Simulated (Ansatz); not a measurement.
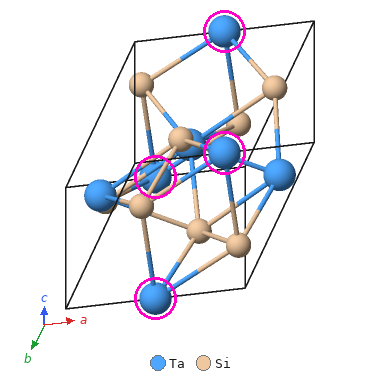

The system is TaSi₂ (P6_422, No. 181; 9 atoms in the cell); the picture shows the reference structure. One atom moved over a plane, all else fixed (x along [1 0 0], y along [1 2 0], z along [0 0 1] of the conventional cell). First axis: shift of Ta1 along x. Second axis: shift of Ta1 along z. Nothing is relaxed (all other atoms fixed). Grid: 11 × 11 points; 32 points were computed and 73 follow by symmetry. At 16 points there is no value (left out of the scan, as a rule where atoms come close). Points are written as (first, second). Energies: eV per cell, counted from the lowest grid point. Theory: DFT PBE, scalar-relativistic, plane waves, PAW (Ansatz 0.2.0). Settings: cutoff 420 eV, k-mesh 9×9×6 in the order of the run's cell vectors, gaussian smearing 0.15 eV, no spin polarisation.

Its coordinates:

```xyz
9
Lattice="4.8060 0.0000 0.0000 -2.4030 4.1621 0.0000 0.0000 0.0000 6.5995" Properties=species:S:1:pos:R:3 pbc="T T T"
Ta    2.4030    0.0000    0.0000
Ta    1.2015    2.0811    4.3997
Ta   -1.2015    2.0811    2.1998
Si    0.0000    1.3229    0.0000
Si    3.6604    0.6614    4.3997
Si    1.2574    3.5007    2.1998
Si    2.4030    2.8393    0.0000
Si   -1.2574    3.5007    4.3997
Si    1.1456    0.6614    2.1998
```

Range: shift of Ta1 along x from −1.080 to 1.080 Å; shift of Ta1 along z from −1.080 to 1.080 Å.

Question: Predict the map.

Answer: The lowest grid point is at (0.000 Å, 0.000 Å). No other kind of well shows on this grid. The highest grid point, (−0.432 Å, −1.080 Å), lies 22.3 eV above the lowest. Near the minimum the well is nearly round, with a curvature of about 17 eV/Å².

```
shift of Ta1 along z ↓, shift of Ta1 along x →  −1.080  −0.864  −0.648  −0.432  −0.216  0.000  0.216  0.432  0.648  0.864  1.080
                                         1.080       –       –       –    22.3    17.7   16.0   17.7   22.3      –      –      –
                                         0.864       –    22.3    17.6    13.2    10.3    9.2   10.3   13.2   17.6   22.3      –
                                         0.648    18.9    14.5    10.5     7.3     5.3    4.6    5.3    7.3   10.5   14.5   18.9
                                         0.432    15.6    10.5     6.6     3.9     2.3    1.8    2.3    3.9    6.6   10.5   15.6
                                         0.216    14.5     8.7     4.7     2.2     0.8    0.4    0.8    2.2    4.7    8.7   14.5
                                         0.000    14.2     8.3     4.2     1.7     0.4    0.0    0.4    1.7    4.2    8.3   14.2
                                        −0.216    14.5     8.7     4.7     2.2     0.8    0.4    0.8    2.2    4.7    8.7   14.5
                                        −0.432    15.6    10.5     6.6     3.9     2.3    1.8    2.3    3.9    6.6   10.5   15.6
                                        −0.648    18.9    14.5    10.5     7.3     5.3    4.6    5.3    7.3   10.5   14.5   18.9
                                        −0.864       –    22.3    17.6    13.2    10.3    9.2   10.3   13.2   17.6   22.3      –
                                        −1.080       –       –       –    22.3    17.7   16.0   17.7   22.3      –      –      –
```

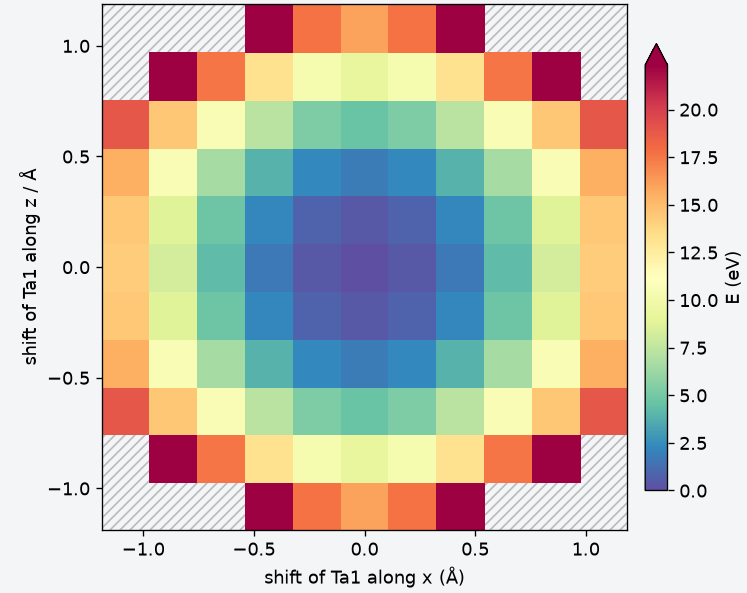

The picture shows one coloured cell a grid point, one colour for all values above the top of the scale, hatched blanks where no value was computed.

The whole map (32 points run) took 15 min on 4 threads of Intel(R) Xeon(R) Platinum 8259CL CPU @ 2.50GHz (Skylake/Cascade Lake), with other jobs on the host.

PAW datasets: the set soft_1.
